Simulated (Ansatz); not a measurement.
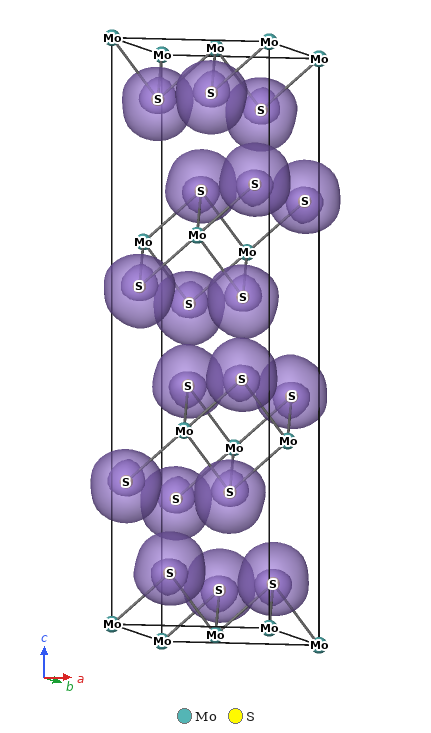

Figure 1: MoS$_{2}$. Isosurface of the ELF at 0.7 (purple), seen at an oblique angle. Only the valence region is drawn (cores and ρ < 0.01 e/Å³ removed). Sticks mark near contacts.

Space group C2/m; computed without spin polarisation.

All numbers below come from DFT PBE+D3(BJ), scalar-relativistic, plane waves, PAW in Ansatz.

Input file:

```
crystal:
  lattice:
    - [-3.1342106946, 0.0, 0.0]
    - [-1.5671053473, -2.7143060823, 0.0]
    - [-1.7629935157, -1.0178647809, 17.8635570258]
  atoms:
    - { symbol: Mo, position: [0.6041604167, 0.6041604167, 0.1666833333] }
    - { symbol: Mo, position: [0.68749375, -0.31250625, 0.83335] }
    - { symbol: Mo, position: [0.1458270833, 0.1458270833, 0.5000166667] }
    - { symbol: S, position: [0.3205195585, 0.3205195585, 0.9230589552] }
    - { symbol: S, position: [-0.2211471082, 0.7788528918, 0.5897256219] }
    - { symbol: S, position: [0.2371862251, 0.2371862251, 0.2563922885] }
    - { symbol: S, position: [0.5128012749, 0.5128012749, 0.4103077115] }
    - { symbol: S, position: [0.9711346082, -0.0288653918, 0.0769743781] }
    - { symbol: S, position: [0.0544679415, 0.0544679415, 0.7436410448] }
basis:
  ecutwfc: 420
kpoints:
  mp_grid: { grid: [14, 14, 3] }
hamiltonian:
  xc: pbe
  dispersion: d3bj
scf:
  occupations: { method: gaussian, width: 0.15 }
output:
  forces: true
  stress: true
  eigenvalues: true
  write_density: true
  write_potential: true
  elf: true
  volumetric_format: npy
```

Launched as:

```sh
ansatz run input.yaml --threads 4 --pin off --max-ram 8192MiB --backend cpu --events-out ev --progress --plain --runs-dir out
```

Below, planes, directions and counts refer to the conventional cell (a = 5.43 Å, b = 3.13 Å, c = 17.98 Å, α = 90.00°, β = 96.50°, γ = 90.00°).

Identify the bonds, lone pairs and shells in this picture.

At this value the surface marks out twelve regions wrapped around S (the valence shell of each), counted in one cell of 18 atoms. Regions shared between cells count once. Along the contacts the grid gives the following. Mo–S (2.42 Å): the ELF peaks at about 0.85 in the valence shell of S, 0.8 Å from its nucleus, and is about 0.40 at the midpoint.

Does the calculation make it a metal, or give it a gap?

It is gapless in this calculation (a metal or semimetal); semilocal functionals without U, or without the true magnetic order, often close the gap of such compounds.
